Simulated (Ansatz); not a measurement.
Consider BN.

```
CELL_PARAMETERS angstrom
5.38116 0.00000 0.00000
0.00000 5.38116 0.00000
0.00000 0.00000 2.62317
ATOMIC_POSITIONS crystal
B 0.00000 0.00000 0.00000
B 0.50000 0.50000 0.50000
N 0.00000 0.00000 0.50000
N 0.50000 0.50000 0.00000
```

Space group I4/mmm; a structure generated by program, which may or may not match a known phase.

Level of theory: DFT PBE, scalar-relativistic, plane waves, PAW in Ansatz.

What will maps of the valence pseudo-density and electron localisation function show?

Answer. B–N (1.31 Å): ρ is about 2.3 e/Å³ halfway; the ELF peaks at about 0.90 between the atoms (inside overlapping PAW spheres, so only a guide), as expected for a short, strongly polar bond.

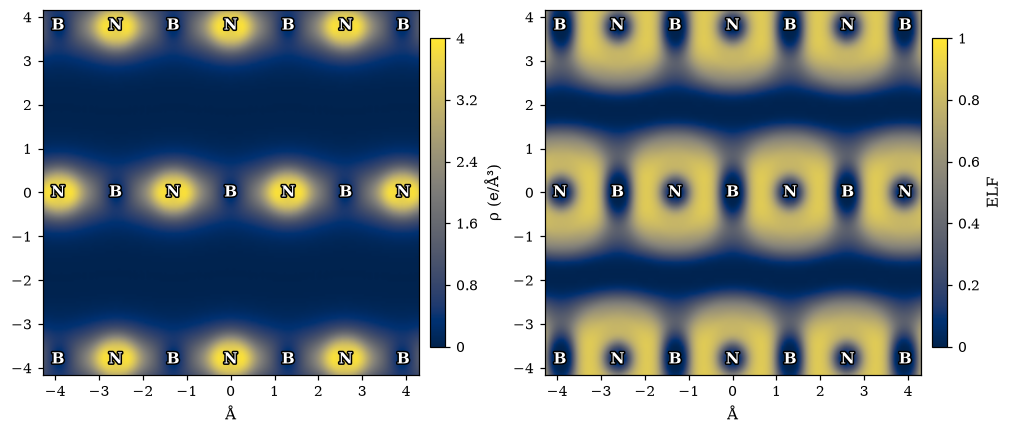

Computed valence pseudo-density and electron localisation function on the (110) plane of the conventional cell, in this order. 

In a PAW calculation such maps are meaningful between the atoms, not at the nuclei.
